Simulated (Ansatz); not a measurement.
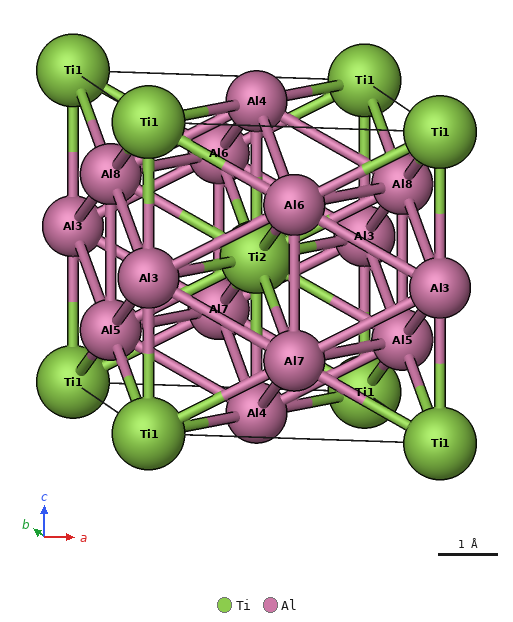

Fig. 1: The input geometry (ball-and-stick view of the cell of the calculation, seen slightly off an axis; atoms are numbered from 1 in the order of the input). An atom can appear more than once, as a periodic image.

**Run report: TiAl3, single-point calculation**

System: TiAl3 (I4/mmm, 8 atoms in the cell).
Method: DFT PBE, scalar-relativistic, plane waves, PAW, no spin polarisation (Ansatz 0.2.0).

The structure derives from a Materials Project entry. It belongs to a series of runs on one base structure; here: the perfect crystal in a cell of 8 atoms. Figures and captions count atoms from 1; the log counts them from 0 in places.

## What the program printed
```
Engine: ansatz 0.2.0, x86_64-unknown-linux-gnu
Pseudopotentials: kind: paw
Pseudopotential: Ti, paw, valence charge 12, recommended cutoff 420 eV (normal), Ti.paw.azcp
Pseudopotential: Al, paw, valence charge 3, recommended cutoff 420 eV (normal), Al.paw.azcp
Functional definition: PBE
  parameter kappa = 0.804
  parameter beta = 0.06672455060314922
  exchange = pbe_x(kappa = kappa, mu = beta*pi^2/3)
  correlation = pbe_c(beta = beta)
Crystal: 8 atoms, lattice volume = 127.503 Å³
Basis set: ecut = 420 eV, 2525 PW (Γ), exchange–correlation on 72×72×80 points (8 copies of the dense FFT grid, shifted against one another)
Bands: 29, of which v1, the nominal top of the filled ones, is band 21 counted from 1 (20 counted from 0)
Symmetry: 16 space group operations
Space group: I4/mmm (ITA 139), of the structure as read, at distance tolerance 5.0e-5 Å
k-points: 36 of 180
Non-local potential: Ti, projectors of the file, l = 0: 3, l = 1: 2, l = 2: 3, l = 3: 1
Non-local potential: Al, projectors of the file, l = 0: 2, l = 1: 2, l = 2: 1
PAW form: soft (Blöchl's): semilocal exchange-correlation on the pseudo side does not see the compensation charge
PAW one-centre angular grid: Ti, 590 points (default); XC on 64 Gauss nodes
PAW one-centre angular grid: Al, 110 points (default); XC on 64 Gauss nodes
Initial density: superposition of atomic densities (neutral atoms: chi_scale 0, normalization atom), corrected by the library's trained network
Initial wavefunctions: pseudopotential atomic-orbital guess
Functional: x = pbe(κ = 0.804, μ = 0.2195149727645171), c = pbe(β = 0.06672455060314922)
SCF iter   1: F=—  HF=-8227.534628 eV  |F-HF|=—  |Δ(HF+E_count)|=         —  Δρ=3.32e-3  dr2=2.03e-2  ethr=1.77e-3  ⟨swp⟩=6.4  Hψ=5122  notcnv=0
preconditioner: auto → Kerker (q_TF=auto, 2.267 Å⁻¹)  [metal: Δε(μ)=0.009 eV  Ē_g=5.286 eV  σ=0.100 eV  W_gap=0.05  n_scr=20 (ndim 8)  ℏωp=16.8 eV  f_vac=0.000  D(μ)=3.28/eV (n_scr^D=20)]
SCF iter   2: F=—  HF=-8227.532181 eV  |F-HF|=—  |Δ(HF+E_count)|=   2.45e-3  Δρ=1.62e-3  dr2=4.73e-3  ethr=4.82e-5  ⟨swp⟩=1.0  Hψ=1333  notcnv=0  defer=1
SCF iter   3: F=—  HF=-8227.531708 eV  |F-HF|=—  |Δ(HF+E_count)|=   4.74e-4  Δρ=3.44e-4  dr2=1.47e-4  ethr=1.13e-5  ⟨swp⟩=2.0  Hψ=1218  notcnv=0  defer=1
SCF iter   4: F=—  HF=-8227.531691 eV  |F-HF|=—  |Δ(HF+E_count)|=   1.70e-5  Δρ=1.10e-4  dr2=2.36e-5  ethr=3.50e-7  ⟨swp⟩=2.1  Hψ=1302  notcnv=0  defer=1
SCF iter   5: F=—  HF=-8227.531585 eV  |F-HF|=—  |Δ(HF+E_count)|=   1.05e-4  Δρ=1.25e-5  dr2=1.70e-7  ethr=5.61e-8  ⟨swp⟩=2.0  Hψ=1240  notcnv=0  defer=1
SCF iter   6: F=-8227.531585 eV  HF=-8227.531585 eV  |F-HF|=1.78e-9  |Δ(HF+E_count)|=   4.83e-9  Δρ=3.45e-6  dr2=1.02e-8  ethr=2.38e-10  ⟨swp⟩=10.9  Hψ=6059  notcnv=0
SCF 1 converged in 6 iterations: F = -8227.531585 eV  dr2 = 1.02e-8
  greatest PAW one-centre occupation: 0.999 electrons in one spin orbital (limit 2), on the Ti atom at site 1 (counted from 0), in its partial waves of l = 0
```

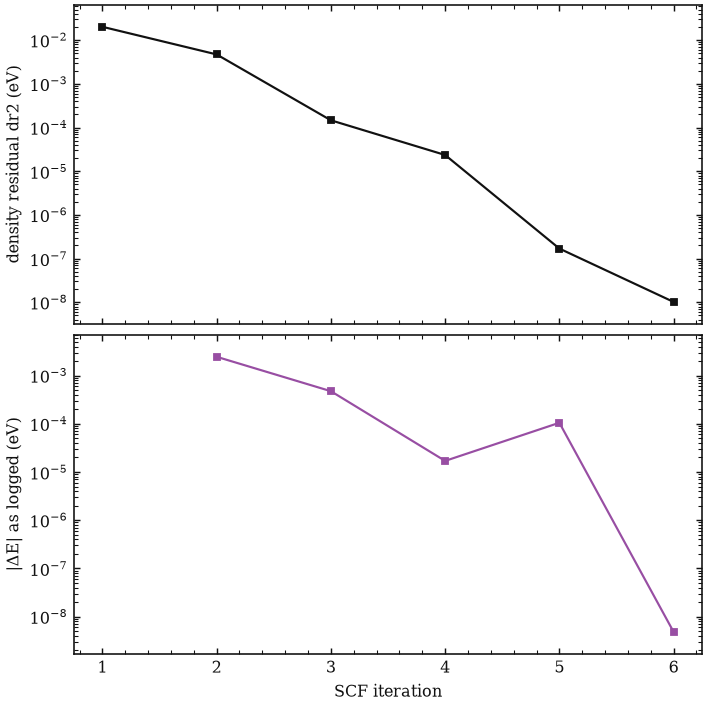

Fig. 2: Convergence of the self-consistent field: density residual dr2 and size of the energy change against the SCF iteration. The residual falls at every step.

```
SCF converged after 6 iterations
Free energy (F): -8227.531585 eV
Harris-Foulkes:  -8227.531585 eV  (|F-HF|=1.78e-9)
Internal energy: -8227.514925 eV  (E = F + TS)
E sigma→0 (E₀):  -8227.523255 eV
Entropy (-TS):   -0.016660 eV (-2.083 meV/atom)
Fermi energy:    9.476076 eV
--- Per-component energies (eV) ---
  E_band       = -309.272012
  E_kinetic    = 686.001837
  E_local      = -2393.457371  (includes V_loc(G=0)·N_el)
  E_nonlocal   = 80.302524
  E_hartree    = 1052.298112
  E_xc         = -435.671420
  E_vxc        = -420.726500  (∫ρ·V_xc dr)
  E_paw        = -4901.212234  (= ΣΔE_a)
  E_vpaw       = -365.990838  (= ΣTr[D̂ρ^β])
  E_aug_tail   = 0.000233  (compensation charges beyond the density's cutoff)
  E_ewald      = -2315.776607
  E_smearing   = -0.016660  (= −TS)
  E_closure    = 0.000000  (closes the sum)
  Σ components = -8227.531585   (vs F -8227.531585, Δ=0.00e0)
--- Forces (eV/Å), atoms counted from 1 ---
  atom   1  Ti    -0.00000000     0.00000000     0.00000000
  atom   2  Ti    -0.00000000     0.00000000     0.00000000
  atom   3  Al    -0.00000000     0.00000000    -0.00000000
  atom   4  Al    -0.00000000     0.00000000    -0.00000000
  atom   5  Al     0.00000000    -0.00000000     0.00000000
  atom   6  Al     0.00000000     0.00000000     0.00000000
  atom   7  Al     0.00000000     0.00000000     0.00000000
  atom   8  Al     0.00000000     0.00000000     0.00000000
  max |Σ_I F_I| component: 1.39e-17 eV/Å
--- Stress (GPa, compression-positive) ---
       -0.045934       0.115305       0.000000
        0.115305      -0.045934       0.000000
       -0.000000      -0.000000      -0.035088
  P = ⅓ Tr σ = -0.0423 GPa (-0.423 kbar)
--- Band table (eV; the first three rows and the last of 36) ---
  k-point 0: bands = ["-46.9947", "-46.9928", "-23.3418", "-23.3326", "-23.3230", "-23.3130", "-23.2247", "-23.2217", "-0.3924", "3.7214", "4.1036", "4.5374", "6.0474", "6.7466", "6.7977", "6.9898", "7.8520", "7.9517", "7.9731", "8.2679", "8.6038", "9.6897", "11.2121", "11.3360", "11.3418", "11.3693", "11.4951", "11.7349", "12.2177"]
  k-point 1: bands = ["-46.9945", "-46.9929", "-23.3416", "-23.3295", "-23.3262", "-23.3137", "-23.2244", "-23.2220", "-0.1872", "2.6486", "4.2675", "5.2570", "6.3477", "6.6269", "6.9029", "7.0866", "7.5937", "7.6466", "8.0717", "8.5123", "8.5302", "9.4685", "10.6908", "10.9922", "11.3504", "11.3536", "11.7135", "12.3487", "12.5405"]
  k-point 2: bands = ["-46.9940", "-46.9934", "-23.3388", "-23.3329", "-23.3232", "-23.3171", "-23.2237", "-23.2227", "0.4182", "1.3899", "4.7469", "5.4923", "5.9709", "6.7397", "7.3201", "7.4655", "7.5196", "7.5768", "8.0698", "8.4289", "8.4874", "8.5758", "11.0000", "11.1258", "11.3439", "11.5631", "11.5880", "12.5948", "12.6287"]
  k-point 35: bands = ["-46.9940", "-46.9934", "-23.3360", "-23.3291", "-23.3267", "-23.3200", "-23.2253", "-23.2234", "1.5168", "2.4160", "3.0535", "3.7184", "5.0764", "5.6427", "5.8170", "6.3178", "8.6700", "8.8491", "9.2862", "9.3213", "9.4568", "9.9738", "10.3763", "10.8232", "11.0116", "11.0167", "11.6898", "12.6372", "13.6674"]
```

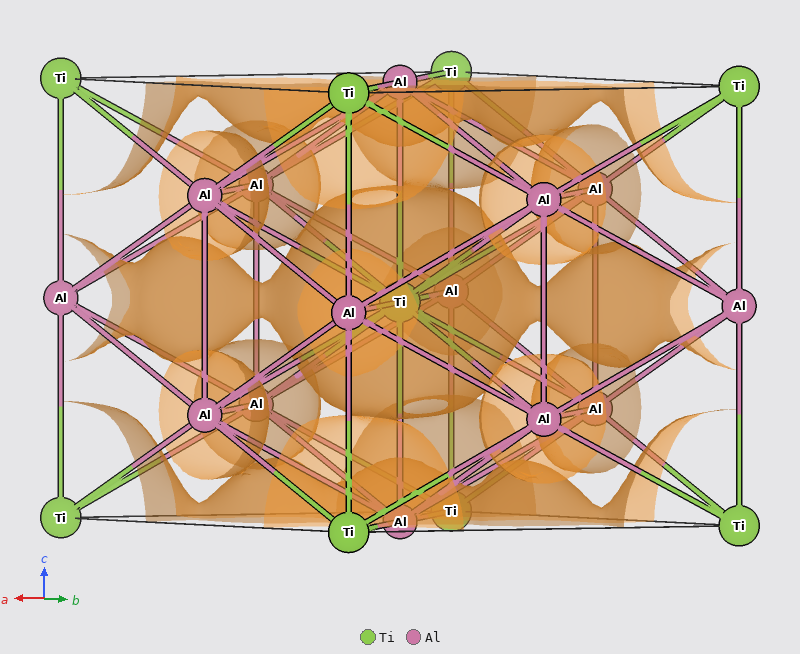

Fig. 3: Isosurface of the electron localisation function at 0.45 (orange), seen at an oblique angle. Only the valence region is drawn (cores and ρ < 0.01 e/Å³ removed). Sticks mark near contacts. The outline is the calculation cell. Values along the shortest contacts: Ti–Al (2.72 Å): the ELF is about 0.35 at the midpoint (metallic bonding. Al–Al (2.72 Å): the ELF peaks at about 0.70 between the atoms. In a PAW calculation such maps are meaningful between the atoms, not at the nuclei.

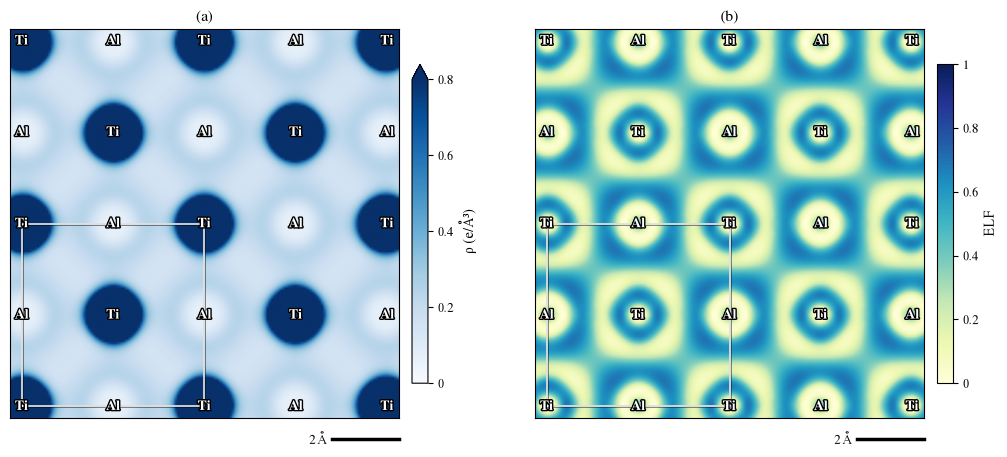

Fig. 4: (a) valence electron density; (b) ELF on the (11̄0) plane of the calculation cell. Ti–Al (2.72 Å): ρ is about 0.23 e/Å³ halfway; the ELF is about 0.35 at the midpoint, which marks metallic bonding. Away from the nuclei the density in this plane falls to 0.15 e/Å³ at its lowest. The strong features right at Ti lie inside the PAW spheres (semicore, d or f shells) and say nothing about bonding.

The run was set up as follows.

## The input
```yaml
crystal:
  lattice:
    - [1.9226734293, -1.9226734293, 4.3114047964]
    - [1.9226734293, -1.9226734293, -4.3114047964]
    - [3.8453468587, 3.8453468587, 0.0]
  atoms:
    - { symbol: Ti, position: [0.0, 0.0, 0.0] }
    - { symbol: Ti, position: [0.5, 0.5, 0.5] }
    - { symbol: Al, position: [0.0, 0.0, 0.5] }
    - { symbol: Al, position: [0.5, 0.5, 0.0] }
    - { symbol: Al, position: [0.0, 0.5, 0.25] }
    - { symbol: Al, position: [0.5, 0.0, 0.75] }
    - { symbol: Al, position: [0.5, 0.0, 0.25] }
    - { symbol: Al, position: [0.0, 0.5, 0.75] }
basis:
  ecutwfc: 420
  xc_grid: 2
kpoints:
  mp_grid: { grid: [6, 6, 5], shift: [0.5, 0.5, 0.0] }
hamiltonian:
  xc: pbe
scf:
  occupations: { method: gaussian, width: 0.1 }
output:
  forces: true
  stress: true
  eigenvalues: true
  write_density: true
  write_potential: true
  elf: true
  volumetric_format: npy
```

Command:
```bash
ansatz run input.yaml --threads 4 --pin off --max-ram 10240MiB --backend cpu --events-out ev --progress --plain --runs-dir out
```

## Summary

```tsv
quantity	value
outcome	converged
space group (tolerance 0.01 Å)	I4/mmm (139)
electrons treated	42
free energy	−8227.5316 eV
Fermi energy	9.476 eV
gap on the k-point mesh	none (metallic)
pressure	−0.04 GPa
largest force (length of the vector)	under 0.001 eV/Å
hardware	4 threads of Intel Xeon @ 2.50GHz (Skylake/Cascade Lake), 189 GiB of memory available, shared host
wall time	5 s (CPU time 17 s)
peak memory	0.52 GiB
```
